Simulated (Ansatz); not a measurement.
# ZrB: what the fields show

```
Zr B
1.0
     2.60617    0.00000   -2.60617
    -2.60617    2.60617    0.00000
     3.70077    3.70077    3.70077
Zr B
3 3
Direct
  0.00000 0.00000 0.00000
  0.66667 0.33333 0.33333
  0.33333 0.66667 0.66667
  0.33333 0.66667 0.16667
  0.00000 0.00000 0.50000
  0.66667 0.33333 0.83333
```

Space group R-3m; computed pressure about 30 GPa in this cell; computed without spin polarisation.

Level of theory: Ansatz, DFT PBE, scalar-relativistic, plane waves, PAW.

In a PAW calculation such maps are meaningful between the atoms, not at the nuclei.

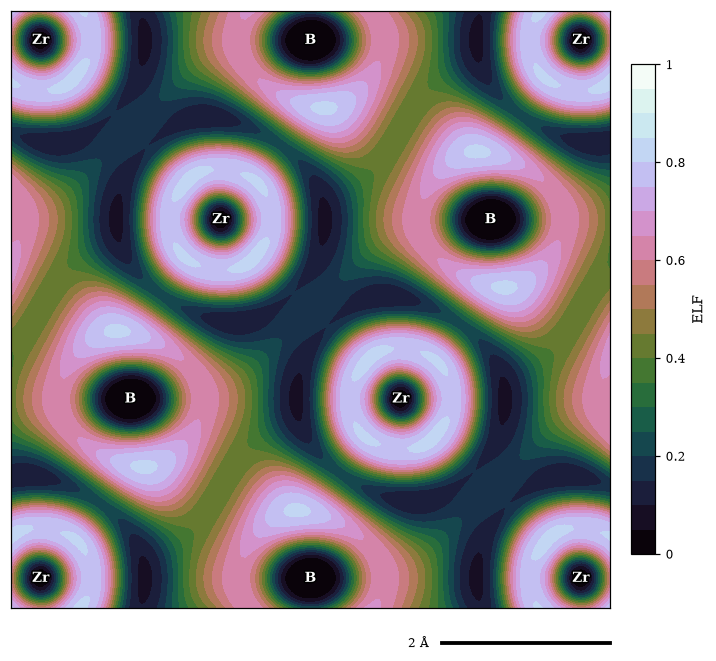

Figure 1. ELF on the (110) plane of the conventional cell.

Q: Read the bonding off the picture.

A:
- The plane passes through Zr and B nuclei.
- Zr–B (2.38 Å): the ELF peaks at about 0.70 in the valence shell of B, 0.7 Å from its nucleus, and is about 0.20 at the midpoint.
- Zr–Zr (3.02 Å): the ELF is about 0.20 at the midpoint; no localised pair shows between them.
- The features right at Zr lie inside the PAW spheres, where the map follows smoothed inner orbitals and isn't to be read closely.

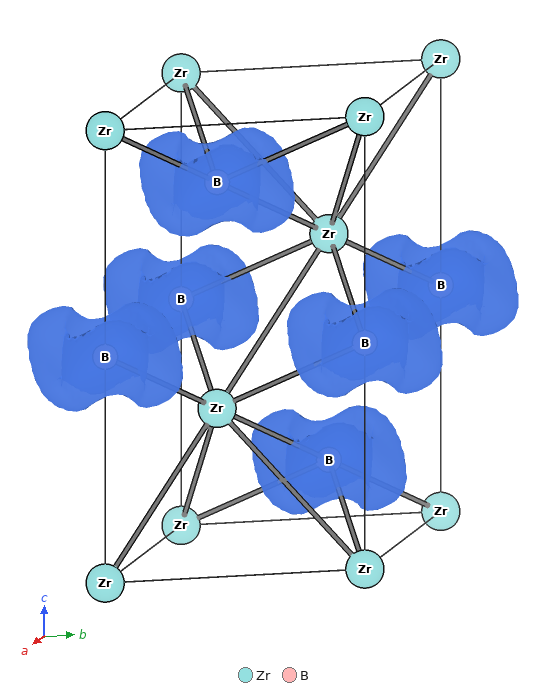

Figure 2. Isosurface of the electron localisation function at 0.7 (blue), seen slightly off an axis. Only the valence region is drawn (cores and ρ < 0.01 e/Å³ removed). Sticks mark near contacts.

Q: Identify the bonds, lone pairs and shells in this picture.

A: The ELF exceeds this value in three regions wrapped around B (the valence shell of each), counted in one cell of 6 atoms. Any copies at cell faces, edges or corners count once.

Q: Does the calculation make it a metal, or give it a gap?

A: It is metallic or semimetallic at this level of theory: no gap opens.
